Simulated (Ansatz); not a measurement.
Geometry relaxation, with input and output: Ga₂P₃ (part 2 of 2)

Ga₂P₃ (R-3m, 5 atoms in the cell); DFT PBE, scalar-relativistic, plane waves, PAW, no spin polarisation (Ansatz 0.2.0); cutoff 420 eV, 12×12×12 k-mesh, Gaussian smearing of 0.1 eV. The structure was made by swapping elements on the sites of another compound; it need not be a known phase. It belongs to a series of runs on one base structure; here: tetradymite type (R-3m, No. 166).

Geometry of the input (Å; fractional positions):
```
1.8156  1.0482  7.5944
-1.8156  1.0482  7.5944
0.0000  -2.0965  7.5944
Ga 0.3943  0.3943  0.3943
Ga 0.6057  0.6057  0.6057
P  0.0000  0.0000  0.0000
P  0.1921  0.1921  0.1921
P  0.8079  0.8079  0.8079
```

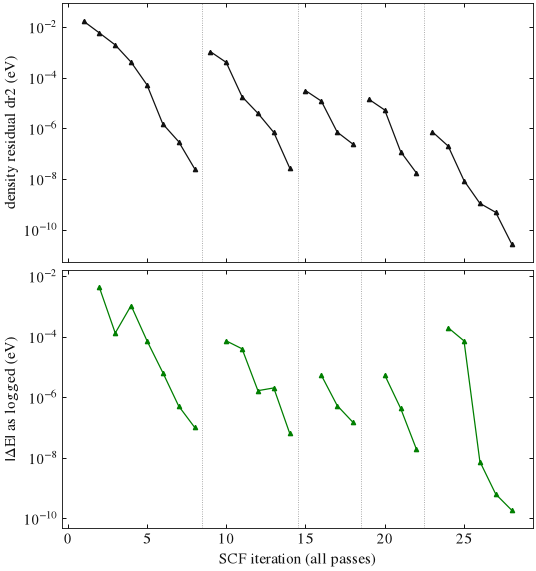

Fig. 1: Convergence of the self-consistent field: density residual dr2 and size of the energy change against the SCF iteration. The dotted lines part the SCF passes of the relaxation: geometry steps, rejected trials and re-solves on a re-selected basis. The 5 passes take 4 to 8 iterations each, 28 in all.

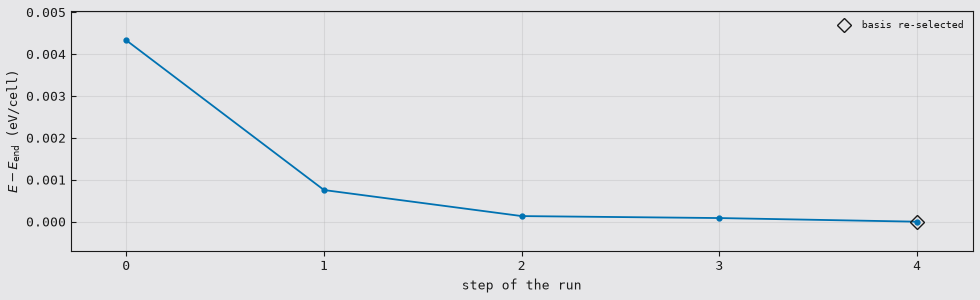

Fig. 2: Progress of the relaxation, step by step (the first geometry is step 0 here and step 1 in the log).

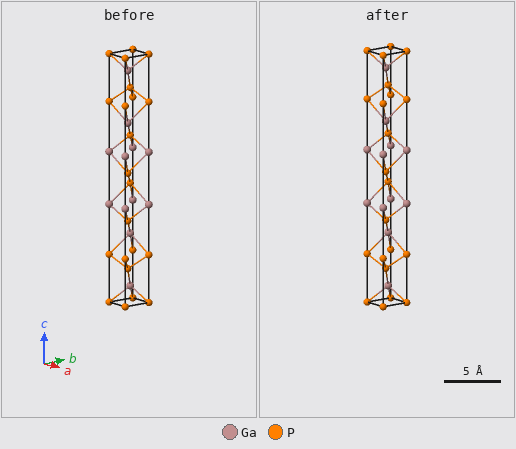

Fig. 3: Before (left) and after (right) the relaxation, at one scale (ball-and-stick view of the cell 3 times as large as that of the calculation, set on its symmetry axes, seen slightly off an axis). After 3 geometry steps the energy has fallen by 4.2 meV per cell of the calculation. The largest force component goes from 0.048 to 0.01 eV/Å. The pressure goes from 0.06 to −0.01 GPa. The largest moves relative to the cell, 0.011 Å, are those of Ga1 and Ga2. Largest moves by element: Ga 0.011 Å, P 0.001 Å. The volume changes by +0.4 %, with a = b 3.631 → 3.616 Å (−0.4 %), c 22.783 → 23.051 Å (+1.2 %). Distances before and after: Ga1–P5 2.781 → 2.795 Å, Ga1–P3 2.515 → 2.511 Å. The space group stays R-3m (No. 166). A last SCF at the same geometry on a re-selected plane-wave basis shifts the energy by −0.1 meV per cell of the calculation. (Atoms are counted from 1 in the order of the input.)

```
basis re-selected at this cell: Δ(F+E_penalty+E_count) = -8.687e-5 eV, ΔP = +0.001 GPa vs the last step (what re-selecting the basis moved, of the pressure what is left beyond the Pulay correction that the steps carried, after the strain that the cell walked since its last selection, with what the two solves' SCF thresholds leave and, on support functions, any second-order correction that the steps lacked; it is no measure of the basis error at this ecutwfc). This SCF's stress stands 2.51e-2 GPa from its target on what of the cell is left free (relax.cell.stress_tol is 5.00e-2 GPa) and its largest allowed force component is 9.95e-3 eV/Å (relax.f_tol is 1.00e-2 eV/Å): within both
SCF converged after 6 iterations
Free energy (F): -9833.148413 eV
Harris-Foulkes:  -9833.148413 eV  (|F-HF|=1.64e-11)
Internal energy: -9833.141449 eV  (E = F + TS)
E sigma→0 (E₀):  -9833.144931 eV
Entropy (-TS):   -0.006964 eV (-1.393 meV/atom)
Fermi energy:    9.321186 eV
--- Per-component energies (eV) ---
  E_band       = -33.762850
  E_kinetic    = 439.512819
  E_local      = -4301.038206  (includes V_loc(G=0)·N_el)
  E_nonlocal   = 947.762130
  E_hartree    = 2008.463098
  E_xc         = -322.819065
  E_vxc        = -298.406192  (∫ρ·V_xc dr)
  E_paw        = -5681.703111  (= ΣΔE_a)
  E_vpaw       = -838.519334  (= ΣTr[D̂ρ^β])
  E_aug_tail   = -0.000228  (compensation charges beyond the density's cutoff)
  E_ewald      = -2923.318886
  E_smearing   = -0.006964  (= −TS)
  E_closure    = 0.000000  (closes the sum)
  Σ components = -9833.148413   (vs F -9833.148413, Δ=0.00e0)
--- Forces (eV/Å), atoms counted from 1 ---
  atom   1  Ga    -0.00000000    -0.00000000    -0.00236655
  atom   2  Ga     0.00000000     0.00000000     0.00236655
  atom   3  P     -0.00000000     0.00000000    -0.00000000
  atom   4  P     -0.00000000    -0.00000000    -0.00995471
  atom   5  P      0.00000000     0.00000000     0.00995471
  max |Σ_I F_I| component: 2.31e-18 eV/Å
--- Stress (GPa, compression-positive) ---
       -0.025131       0.000000       0.000000
        0.000000      -0.025131       0.000000
        0.000000       0.000000       0.009180
  P = ⅓ Tr σ = -0.0137 GPa (-0.137 kbar)
--- Band table (eV; the first three rows and the last of 189) ---
  k-point 0: bands = ["-5.4504", "-5.4504", "-5.4384", "-5.4176", "-5.4176", "-5.4091", "-5.3977", "-5.3977", "-5.3570", "-5.3570", "-5.1574", "-3.2247", "-0.4605", "4.5029", "5.3880", "6.9635", "6.9635", "9.0410", "9.0410", "9.4226", "10.3523", "10.3523", "11.8867", "12.7133", "12.7133", "12.9938"]
  k-point 1: bands = ["-5.4655", "-5.4479", "-5.4239", "-5.4214", "-5.4158", "-5.4079", "-5.3964", "-5.3958", "-5.3640", "-5.3564", "-5.0724", "-3.1240", "-0.3726", "4.3513", "5.4591", "6.3953", "6.7712", "8.3505", "8.8835", "9.6568", "10.2529", "10.4553", "11.8517", "12.4715", "13.0929", "13.4734"]
  k-point 2: bands = ["-5.4985", "-5.4425", "-5.4308", "-5.4120", "-5.4111", "-5.4045", "-5.3901", "-5.3881", "-5.3743", "-5.3545", "-4.8087", "-2.8316", "-0.1245", "3.7151", "5.4436", "5.9016", "6.3538", "7.1785", "8.4348", "8.6237", "10.5211", "10.7914", "11.5258", "13.1340", "13.6806", "13.9268"]
  k-point 188: bands = ["-5.4504", "-5.4504", "-5.4332", "-5.4177", "-5.4177", "-5.3981", "-5.3981", "-5.3951", "-5.3566", "-5.3566", "-5.0896", "-3.5647", "0.7977", "1.9746", "6.9660", "6.9660", "8.4272", "8.4638", "9.0731", "9.0731", "10.1801", "10.1801", "11.0305", "13.4324", "13.4895", "13.4895"]
--- Relaxed structure (4 steps of the walk, 4 accepted, 1 SCFs on fresh bases) ---
  F+E_penalty+E_count = -9833.14841270 eV   max|allowed force component| = 9.955e-3 eV/Å   (the final SCF, on the basis selected at the relaxed cell)
  cell:  # Å, volume = 87.0291 Å³
    - [1.8082237518332636, 1.043978469892873, 7.683680229507291]
    - [-1.8082237518332636, 1.043978469892873, 7.683680229507291]
    - [-4.655968163423702e-33, -2.087956939735157, 7.683680229514164]
  atoms:
    - { symbol: Ga, position: [0.3938752154553844, 0.3938752154553844, 0.39387521545538445] }
    - { symbol: Ga, position: [0.6061247845446155, 0.6061247845446155, 0.6061247845446155] }
    - { symbol: P, position: [3.807027449885465e-21, 3.807027449885492e-21, 3.8070274496376235e-21] }
    - { symbol: P, position: [0.1921575905607487, 0.1921575905607487, 0.1921575905607487] }
    - { symbol: P, position: [0.8078424094392512, 0.8078424094392512, 0.8078424094392513] }
```

## Trajectory as extended XYZ (Å, eV, eV/Å), 5 frames, from step=1 to step=5
```
5
Lattice="1.8156 1.0482 7.5944 -1.8156 1.0482 7.5944 0.0000 -2.0965 7.5944" Properties=species:S:1:pos:R:3:forces:R:3 step=1 energy=-9833.14408 pressure_GPa=0.06
Ga    0.0000    0.0000    8.9844    0.0000   0.0000  -0.0378
Ga    0.0000    0.0000   13.7987    0.0000   0.0000   0.0378
P     0.0000    0.0000    0.0000    0.0000   0.0000   0.0000
P     0.0000    0.0000    4.3771    0.0000   0.0000   0.0481
P     0.0000    0.0000   18.4061    0.0000   0.0000  -0.0481
5
Lattice="1.8047 1.0419 7.7032 -1.8047 1.0419 7.7032 0.0000 -2.0838 7.7032" Properties=species:S:1:pos:R:3:forces:R:3 step=2 energy=-9833.14766 pressure_GPa=-0.02
Ga    0.0000    0.0000    9.1067    0.0000   0.0000  -0.0335
Ga    0.0000    0.0000   14.0028    0.0000   0.0000   0.0335
P     0.0000    0.0000    0.0000    0.0000   0.0000   0.0000
P     0.0000    0.0000    4.4443    0.0000   0.0000  -0.0456
P     0.0000    0.0000   18.6653    0.0000   0.0000   0.0456
5
Lattice="1.8079 1.0438 7.6809 -1.8079 1.0438 7.6809 0.0000 -2.0876 7.6809" Properties=species:S:1:pos:R:3:forces:R:3 step=3 energy=-9833.14828 pressure_GPa=-0.01
Ga    0.0000    0.0000    9.0775    0.0000   0.0000  -0.0090
Ga    0.0000    0.0000   13.9652    0.0000   0.0000   0.0090
P     0.0000    0.0000    0.0000    0.0000   0.0000   0.0000
P     0.0000    0.0000    4.4293    0.0000   0.0000  -0.0219
P     0.0000    0.0000   18.6134    0.0000   0.0000   0.0219
5
Lattice="1.8082 1.0440 7.6837 -1.8082 1.0440 7.6837 0.0000 -2.0880 7.6837" Properties=species:S:1:pos:R:3:forces:R:3 step=4 energy=-9833.14833 pressure_GPa=-0.01
Ga    0.0000    0.0000    9.0792    0.0000   0.0000  -0.0024
Ga    0.0000    0.0000   13.9718    0.0000   0.0000   0.0024
P     0.0000    0.0000    0.0000    0.0000   0.0000   0.0000
P     0.0000    0.0000    4.4294    0.0000   0.0000  -0.0100
P     0.0000    0.0000   18.6216    0.0000   0.0000   0.0100
5
Lattice="1.8082 1.0440 7.6837 -1.8082 1.0440 7.6837 0.0000 -2.0880 7.6837" Properties=species:S:1:pos:R:3:forces:R:3 step=5 energy=-9833.14841 pressure_GPa=-0.01
Ga    0.0000    0.0000    9.0792    0.0000   0.0000  -0.0024
Ga    0.0000    0.0000   13.9718    0.0000   0.0000   0.0024
P     0.0000    0.0000    0.0000    0.0000   0.0000   0.0000
P     0.0000    0.0000    4.4294    0.0000   0.0000  -0.0100
P     0.0000    0.0000   18.6216    0.0000   0.0000   0.0100
```
